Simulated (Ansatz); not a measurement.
**KI: densities and their changes**

Space group Fm-3m.

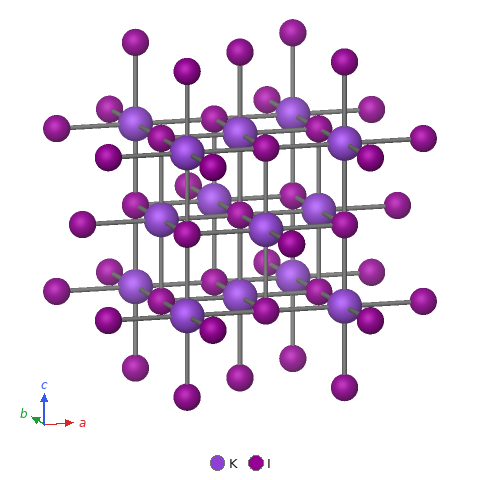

The conventional cell.

Input

```
crystal:
  lattice:
    - [0.0, 3.532775, 3.532775]
    - [3.532775, 0.0, 3.532775]
    - [3.532775, 3.532775, 0.0]
  atoms:
    - { symbol: K, position: [0.0, 0.0, 0.0] }
    - { symbol: I, position: [0.5, 0.5, 0.5] }
basis:
  ecutwfc: 420
  fft_grid_basis: typed
kpoints:
  mp_grid: { grid: [8, 8, 8] }
hamiltonian:
  xc: pbesol
scf:
  occupations: { method: gaussian, width: 0.05 }
output:
  forces: true
  stress: true
  eigenvalues: true
  bader: true
  write_density: true
  volumetric_format: npy
  elf: true
```

Command:

```sh
ansatz run input.yaml --threads 1 --pin off --max-ram 2560MiB --backend cpu --events-out ev --progress --plain --runs-dir out
```

The picture shows the conventional cell (a = 7.07 Å, b = 7.07 Å, c = 7.07 Å, α = 90.00°, β = 90.00°, γ = 90.00°).

The calculation used DFT PBEsol, scalar-relativistic, plane waves, PAW (Ansatz 0.2.0).

Core electrons are frozen (PAW), so the maps are meaningful between the atoms, not at the nuclei.

Part 1: Bonding charge

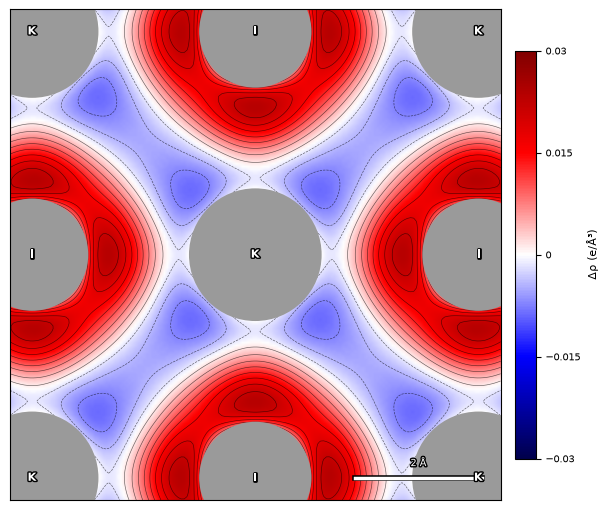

Density of the crystal less the sum of free-atom densities: a map on the (010) plane of the conventional cell, with grey discs over the atomic cores. Cores are masked to 1.0 Å (K) and 0.9 Å (I).

> Read the map: where is density gained and where lost?

I–K (3.53 Å): Δρ is +0.010 e/Å³ at the midpoint, so little or no bond charge builds up halfway.
- Over the whole cell, outside the masked cores, the largest gain, 0.02 e/Å³, lies 1.3 Å from an iodine nucleus, and the largest loss, 0.010 e/Å³, lies 1.5 Å from a potassium nucleus.
- In all about 0.15 e an atom is rearranged against the free atoms.
- Bader charges: K +0.81 and I −0.81 e.

Part 2: Moving an atom

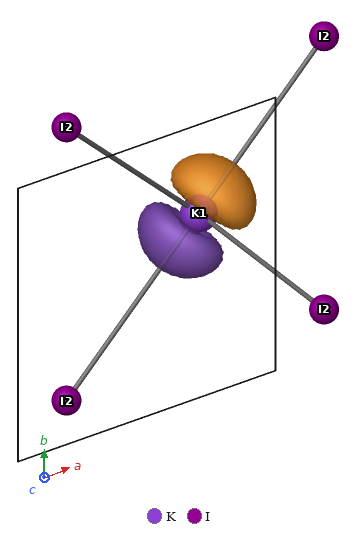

KI: one atom of the 2-atom cell (and its periodic copies) was moved a little. Density after less density before, orange at +0.2 and purple at −0.2 e/Å³, seen along the c axis; cell a = 5.00 Å, b = 5.00 Å, c = 5.00 Å, α = 60.00°, β = 60.00°, γ = 60.00°. The lobes lie largely inside the PAW sphere, where the density is a smoothed one.

> Find the displaced atom and its direction.

K1 moved towards the orange lobe, up and to the right in the picture. In the run the shift was 0.10 Å roughly along [1 1 −1] in the axes of the cell drawn.

> What restoring force does the calculation give for this move?

The force on it changes by 0.10 eV/Å along the move, against it: a stiffness of about 0.98 eV/Å² for this sublattice shift.

Part 3: Doping

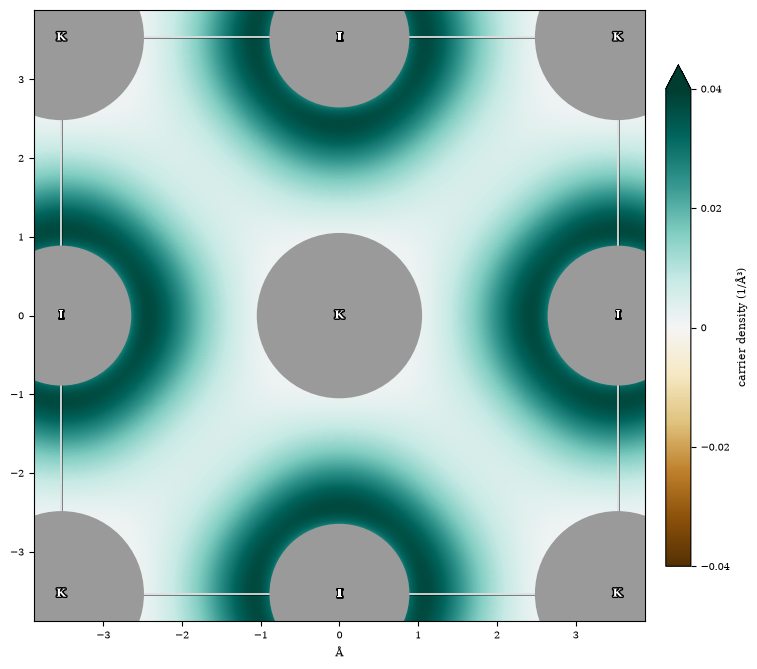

Where the hole sits when 0.2 electron is taken from the 2-atom cell of the calculation (uniform compensating background, atoms fixed); the change of density for each carrier, counted positive where the carrier is: a map on the (001) plane of the conventional cell, with grey discs over the atomic cores. Cores are masked to 1.0 Å (K) and 0.9 Å (I).

> Where does the doped charge go?

Summed over atomic cells sized by the Bader volumes, the hole divides as I about 90 % and K about 10 %; the most favoured element is I, which fills 75 % of the volume.
- Over the whole cell, outside the cores, it is densest 1.1 Å from an iodine nucleus.
- The counter-flow of charge adds up to under 0.1 e for each carrier.
- These are shares of the net change, screening included; the states that take the carrier can be more concentrated.
- This is very heavy doping, far beyond the dilute limit.

Part 4: Putting it together

Charge passes from K (Pauling electronegativity 0.82) to I (2.66), the direction that the scale predicts; the Bader charges fall short of whole formal charges, as they usually do.
